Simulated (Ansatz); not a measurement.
**Sn: single-point calculation**

- system: Sn (Fd-3m, 2 atoms in the cell)
- method: DFT PBE, scalar-relativistic, plane waves, PAW, no spin polarisation (Ansatz 0.2.0)

The structure derives from an entry of the Crystallography Open Database. It belongs to a series of runs on one base structure; here: bulk in the cell of the (1 1 0) plane. Figures and captions count atoms from 1; the log counts them from 0 in places.

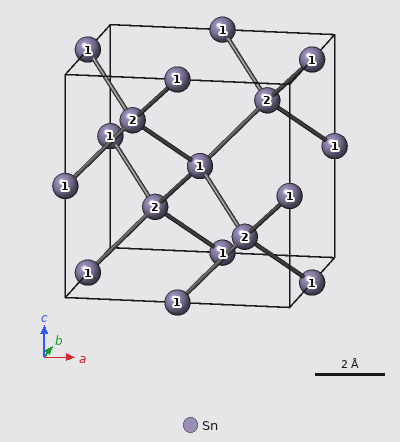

*The input geometry (ball-and-stick view of the cell 4 times as large as that of the calculation, set on its symmetry axes, seen slightly off an axis; atoms are numbered from 1 in the order of the input). An atom can appear more than once, as a periodic image.*

Near neighbours in the periodic cell (some may lie outside the picture): Sn has 4 Sn at 2.88 Å.

**Summary**

| quantity | value |
| --- | --- |
| outcome | converged |
| space group (tolerance 0.01 Å) | Fd-3m (227) |
| electrons treated | 28 |
| free energy | −12048.4249 eV |
| Fermi energy | 6.885 eV |
| gap on the k-point mesh | none (metallic) |
| pressure | −0.01 GPa |
| largest force (length of the vector) | 0.012 eV/Å |
| hardware | 1 thread of Intel Xeon @ 2.50GHz (Skylake/Cascade Lake), 189 GiB of memory available, shared host |
| wall time | 32 s |
| peak memory | 0.49 GiB |

**Notes**

Warnings of the run: the k-point mesh lowers the symmetry that the run can use.

**Input**
```yaml
crystal:
  lattice:
    - [4.7067116633, 0.0, 0.0]
    - [0.0, 6.6562954684, 0.0]
    - [2.3533558316, 3.3281477342, 2.3533558316]
  atoms:
    - { symbol: Sn, position: [0.0, 0.5, 0.0] }
    - { symbol: Sn, position: [0.5, 0.75, 0.0] }
basis:
  ecutwfc: 420
kpoints:
  mp_grid: { grid: [8, 5, 15] }
hamiltonian:
  xc: pbe
scf:
  occupations: { method: gaussian, width: 0.1 }
output:
  forces: true
  stress: true
  eigenvalues: true
  write_density: true
  write_potential: true
  elf: true
  volumetric_format: npy
```

Launched with:
```bash
ansatz run input.yaml --threads 1 --pin off --max-ram 2560MiB --backend cpu --events-out ev --progress --plain --runs-dir out
```

**Log**
```
Warning: crystal.symmetry: narrowed to the stabiliser of the k-point mesh — unitary ops 48 → 4; excluded 44 operations that carry a point of the 8×5×15 mesh (shift [0, 0, 0]) off the mesh (the run samples exactly the mesh kpoints.mp_grid names, as under crystal.symmetry.detect: false, and its converged state has the mesh's symmetry, not the crystal's; ε∞, the Born charges and the force constants of a linear response (`dielectric:` by the response, `phonons.method: dfpt`) are averaged over those of the crystal's operations that the state keeps within a tolerance, where `mesh_tensors`, `unaveraged_element` or `gamma_mean_max_change_ev_ang2` stands beside them; a row that `dielectric.field_direction` solves alone is averaged likewise, with nothing beside; a Γ-centred mesh of equal divisions is mapped onto itself by every operation and keeps the whole group, as does a half-shifted one under kpoints.further_shifts: images)
Engine: ansatz 0.2.0, x86_64-unknown-linux-gnu
Pseudopotentials: kind: paw
Pseudopotential: Sn, paw, valence charge 14, recommended cutoff 420 eV (normal), Sn.paw.azcp
Functional definition: PBE
  parameter kappa = 0.804
  parameter beta = 0.06672455060314922
  exchange = pbe_x(kappa = kappa, mu = beta*pi^2/3)
  correlation = pbe_c(beta = beta)
Crystal: 2 atoms, lattice volume = 73.729 Å³
Basis set: ecut = 420 eV, 1459 PW (Γ), exchange–correlation on 64×90×64 points (8 copies of the dense FFT grid, shifted against one another)
Bands: 18, of which v1, the nominal top of the filled ones, is band 14 counted from 1 (13 counted from 0)
Symmetry: 4 space group operations
k-points: 183 of 600
Non-local potential: Sn, projectors of the file, l = 0: 2, l = 1: 2, l = 2: 2, l = 3: 2
PAW form: soft (Blöchl's): semilocal exchange-correlation on the pseudo side does not see the compensation charge
PAW one-centre angular grid: Sn, 590 points (default); XC on 64 Gauss nodes
Initial density: superposition of atomic densities (neutral atoms: chi_scale 0, normalization atom), corrected by the library's trained network
Initial wavefunctions: pseudopotential atomic-orbital guess
Functional: x = pbe(κ = 0.804, μ = 0.2195149727645171), c = pbe(β = 0.06672455060314922)
SCF iter   1: F=—  HF=-12048.425666 eV  |F-HF|=—  |Δ(HF+E_count)|=         —  Δρ=8.53e-4  dr2=1.06e-3  ethr=1.77e-3  ⟨swp⟩=5.9  Hψ=17106  notcnv=0
preconditioner: auto → Kerker (q_TF=auto, 2.322 Å⁻¹)  [metal: Δε(μ)=0.081 eV  Ē_g=19.871 eV  σ=0.100 eV  W_gap=0.40  n_scr=14 (ndim 8)  ℏωp=22.9 eV  f_vac=0.118  D(μ)=0.24/eV (n_scr^D=0)]
SCF iter   2: F=—  HF=-12048.424637 eV  |F-HF|=—  |Δ(HF+E_count)|=   1.03e-3  Δρ=6.49e-4  dr2=8.43e-4  ethr=3.78e-6  ⟨swp⟩=2.0  Hψ=7130  notcnv=0
SCF iter   3: F=—  HF=-12048.424712 eV  |F-HF|=—  |Δ(HF+E_count)|=   7.45e-5  Δρ=3.84e-4  dr2=3.39e-4  ethr=3.01e-6  ⟨swp⟩=2.7  Hψ=5979  notcnv=0
SCF iter   4: F=—  HF=-12048.424857 eV  |F-HF|=—  |Δ(HF+E_count)|=   1.45e-4  Δρ=2.73e-4  dr2=6.19e-5  ethr=1.21e-6  ⟨swp⟩=3.0  Hψ=5861  notcnv=0
SCF iter   5: F=—  HF=-12048.424901 eV  |F-HF|=—  |Δ(HF+E_count)|=   4.46e-5  Δρ=1.47e-4  dr2=1.23e-5  ethr=2.21e-7  ⟨swp⟩=2.0  Hψ=4027  notcnv=0
SCF iter   6: F=—  HF=-12048.424900 eV  |F-HF|=—  |Δ(HF+E_count)|=   1.70e-6  Δρ=1.76e-5  dr2=2.13e-7  ethr=4.39e-8  ⟨swp⟩=2.0  Hψ=5852  notcnv=0
SCF iter   7: F=-12048.424900 eV  HF=-12048.424900 eV  |F-HF|=1.90e-8  |Δ(HF+E_count)|=   1.61e-7  Δρ=3.63e-6  dr2=8.59e-9  ethr=3.57e-10  ⟨swp⟩=10.6  Hψ=25524  notcnv=0
SCF 1 converged in 7 iterations: F = -12048.424900 eV  dr2 = 8.59e-9
  greatest PAW one-centre occupation: 0.990 electrons in one spin orbital (limit 2), on the Sn atom at site 1 (counted from 0), in its partial waves of l = 2
SCF converged after 7 iterations
Free energy (F): -12048.424900 eV
Harris-Foulkes:  -12048.424900 eV  (|F-HF|=1.90e-8)
Internal energy: -12048.423714 eV  (E = F + TS)
E sigma→0 (E₀):  -12048.424307 eV
Entropy (-TS):   -0.001185 eV (-0.593 meV/atom)
Fermi energy:    6.884822 eV
--- Per-component energies (eV) ---
  E_band       = -270.338364
  E_kinetic    = 372.985766
  E_local      = -2394.811071  (includes V_loc(G=0)·N_el)
  E_nonlocal   = -64.177046
  E_hartree    = 1360.324793
  E_xc         = -763.488685
  E_vxc        = -190.156962  (∫ρ·V_xc dr)
  E_paw        = -8275.205543  (= ΣΔE_a)
  E_vpaw       = -714.826859  (= ΣTr[D̂ρ^β])
  E_aug_tail   = -0.000001  (compensation charges beyond the density's cutoff)
  E_ewald      = -2284.051927
  E_smearing   = -0.001185  (= −TS)
  E_closure    = -0.000000  (closes the sum)
  Σ components = -12048.424900   (vs F -12048.424900, Δ=0.00e0)
--- Forces (eV/Å), atoms counted from 1 ---
  atom   1  Sn     0.00000000     0.01203455     0.00000000
  atom   2  Sn     0.00000000    -0.01203455     0.00000000
  max |Σ_I F_I| component: 0.00e0 eV/Å
--- Stress (GPa, compression-positive) ---
        0.039397       0.000000       0.002100
        0.000000       0.000686       0.000000
        0.002100       0.000000      -0.060495
  P = ⅓ Tr σ = -0.0068 GPa (-0.068 kbar)
--- Band table (eV; the first three rows and the last of 183) ---
  k-point 0: bands = ["-14.6528", "-14.6526", "-14.6523", "-14.6030", "-14.6029", "-14.3505", "-14.3504", "-14.3502", "-14.3490", "-14.3489", "-3.2182", "5.7481", "6.9842", "6.9851", "6.9861", "9.0461", "9.0465", "9.0467"]
  k-point 1: bands = ["-14.6609", "-14.6569", "-14.6516", "-14.5954", "-14.5909", "-14.3735", "-14.3663", "-14.3445", "-14.3427", "-14.3285", "-3.1122", "4.8047", "6.5226", "6.8997", "7.4742", "9.1687", "9.2128", "9.6597"]
  k-point 2: bands = ["-14.6747", "-14.6695", "-14.6420", "-14.5802", "-14.5670", "-14.3983", "-14.3844", "-14.3514", "-14.3280", "-14.3119", "-2.8009", "3.4471", "5.6013", "6.6343", "7.9004", "9.5332", "9.6423", "10.7252"]
  k-point 182: bands = ["-14.7098", "-14.7039", "-14.5589", "-14.5227", "-14.4928", "-14.4663", "-14.4580", "-14.4267", "-14.2813", "-14.2756", "-0.6492", "-0.0000", "4.0327", "4.4528", "9.2340", "9.9868", "11.1248", "11.8687"]
```

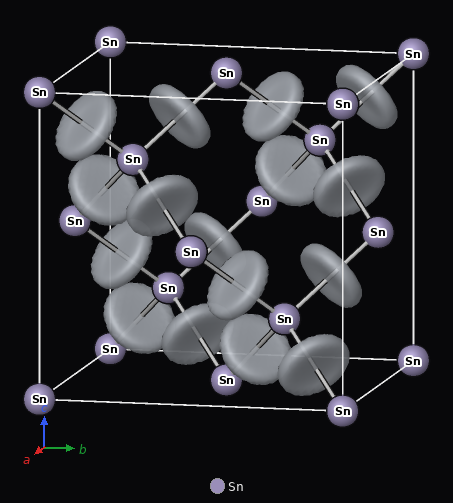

*Isosurface of the electron localisation function at 0.55 (grey), seen slightly off an axis. Only the valence region is drawn (cores and ρ < 0.01 e/Å³ removed). Sticks mark near contacts. The outline is the cell set on symmetry axes.*

Profiles from the grid: Sn–Sn (2.88 Å): the ELF peaks at about 0.65 between the atoms. In a PAW calculation such maps are meaningful between the atoms, not at the nuclei.

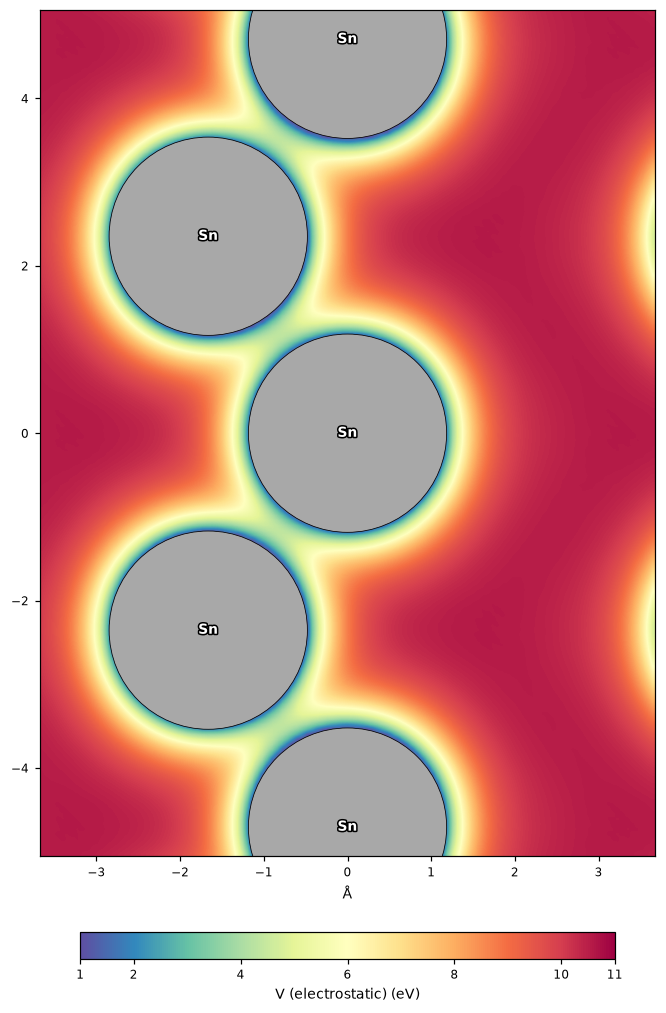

*Electrostatic potential energy of an electron on the (011) plane of the conventional cell. Grey discs, where drawn, cover atomic cores.*

Outside the cores the potential energy rises away from the atoms and is highest about 2.8 Å from the nearest atoms; outside the discs it spans about 9 eV, and its zero is arbitrary.

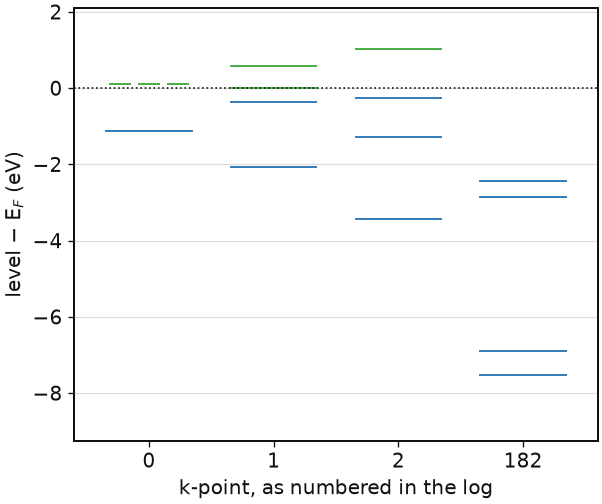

*Kohn–Sham levels near the Fermi level (dotted) at the few k-points that the log prints; levels within 0.02 eV of each other stand side by side.*

The system is metallic on the full mesh.
